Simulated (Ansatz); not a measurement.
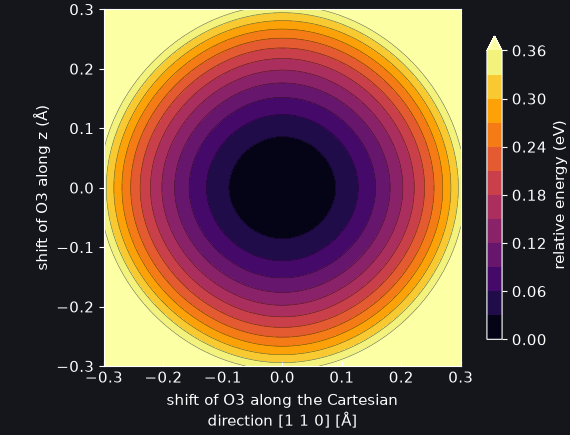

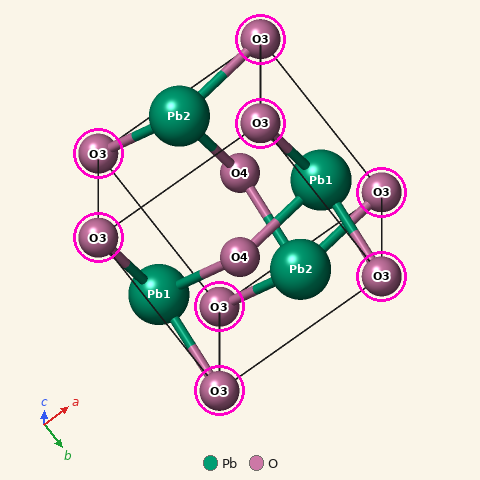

Energy landscape of PbO (P4/nmm, No. 129; 4 atoms in the cell). Atom O3 is moved over a plane while all other atoms and the cell stay fixed (its periodic images move with it) (x along [1 0 0], y along [0 1 0], z along [0 0 1] of the conventional cell). Coordinates scanned: (1) shift of O3 along the Cartesian direction [1 1 0]; (2) shift of O3 along z. The grid has 5 × 5 points; 9 points were computed and 16 follow by symmetry. Points are written as (first, second). All energies are given in eV per cell relative to the lowest grid point. The reference cell is the one listed in the database, not relaxed at this level. The calculation used DFT PBE, scalar-relativistic, plane waves, PAW in Ansatz. Settings: cutoff 420 eV, k-mesh 8×8×6 in the order of the run's cell vectors, gaussian smearing 0.05 eV, no spin polarisation.

In the figure: filled contours, one colour for all values above the top of the scale. Between grid points the surface is interpolated. The second picture is the structure at the lowest point

Q: Summarise what can be read from the map.

A: The lowest grid point is at (0.00 Å, 0.00 Å). No other kind of well shows on this grid. The highest grid point, (−0.30 Å, −0.30 Å), lies 0.74 eV above the lowest. Near the minimum the well is nearly round, with a curvature of about 7.6 eV/Å².
